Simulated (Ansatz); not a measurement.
Input file:

```
crystal:
  lattice:
    - [7.398, 0.0, 0.0]
    - [-3.699, 6.406856, 0.0]
    - [0.0, 0.0, 13.0]
  atoms:
    - { symbol: C, position: [0.0, 0.0, 0.0769231] }
    - { symbol: C, position: [0.2222222, 0.1111111, 0.0769231] }
    - { symbol: C, position: [0.0, 0.3333333, 0.0769231] }
    - { symbol: C, position: [0.2222222, 0.4444444, 0.0769231] }
    - { symbol: C, position: [0.0, 0.6666667, 0.0769231] }
    - { symbol: C, position: [0.2222222, 0.7777778, 0.0769231] }
    - { symbol: C, position: [0.3333333, 0.0, 0.0769231] }
    - { symbol: C, position: [0.5555556, 0.1111111, 0.0769231] }
    - { symbol: C, position: [0.3333333, 0.3333333, 0.0769231] }
    - { symbol: C, position: [0.5555556, 0.4444444, 0.0769231] }
    - { symbol: C, position: [0.3333333, 0.6666667, 0.0769231] }
    - { symbol: C, position: [0.5555556, 0.7777778, 0.0769231] }
    - { symbol: C, position: [0.6666667, 0.0, 0.0769231] }
    - { symbol: C, position: [0.8888889, 0.1111111, 0.0769231] }
    - { symbol: C, position: [0.6666667, 0.3333333, 0.0769231] }
    - { symbol: C, position: [0.8888889, 0.4444444, 0.0769231] }
    - { symbol: C, position: [0.6666667, 0.6666667, 0.0769231] }
    - { symbol: C, position: [0.8888889, 0.7777778, 0.0769231] }
    - { symbol: F, position: [0.3748256, 0.07346, 0.2192308] }
    - { symbol: H, position: [0.3846127, 0.1929365, 0.25] }
basis:
  ecutwfc: 420.0
kpoints:
  mp_grid: { grid: [2, 2, 1] }
hamiltonian:
  xc: pbe
  dispersion: d3bj
scf:
  occupations: { method: gaussian, width: 0.02 }
  lower_state_search: "off"
relax:
  f_tol: 0.03
  max_steps: 60
  adjacent_minimum: "off"
output:
  write_density: true
  write_potential: true
  elf: true
  volumetric_format: npy
```

Launched as:

```sh
ansatz run input.yaml --threads 1 --pin off --max-ram 3072MiB --backend cpu --events-out ev --progress --plain --runs-dir out
```

The fields are those of the relaxed geometry.

These are results of DFT PBE-D3(BJ), scalar-relativistic, plane waves, PAW (Ansatz 0.2.0), not measurements.

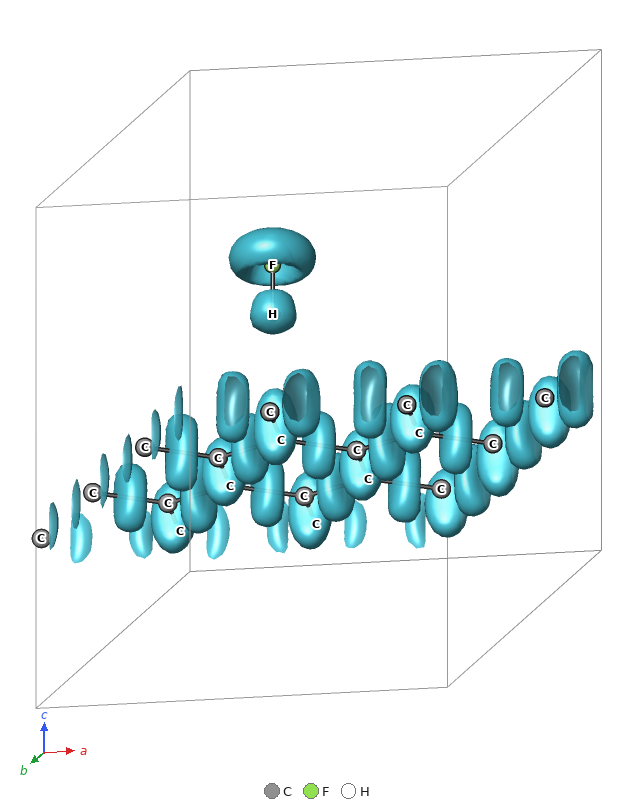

HC18F (slab). Isosurface of the electron localisation function at 0.8 (cyan), seen at an oblique angle. Core shells and regions of very low density are left out. Sticks mark near contacts.

Q: Identify the bonds, lone pairs and shells in this picture.

A: At this value the surface marks out 27 regions between bonded C–C atoms (shared pairs), one region around a hydrogen nucleus and one region wrapped around F (its valence shell), counted in one cell of 20 atoms. Counts are for one cell; the picture repeats the cell along the surface. Along the contacts the grid gives the following. F–H (0.94 Å): the ELF climbs to about 0.95 towards the hydrogen, as it does in any bond to H: a covalent bond by its length. C–C (1.41 Å): the ELF peaks at about 0.95 between the atoms: localised, covalent bonding.
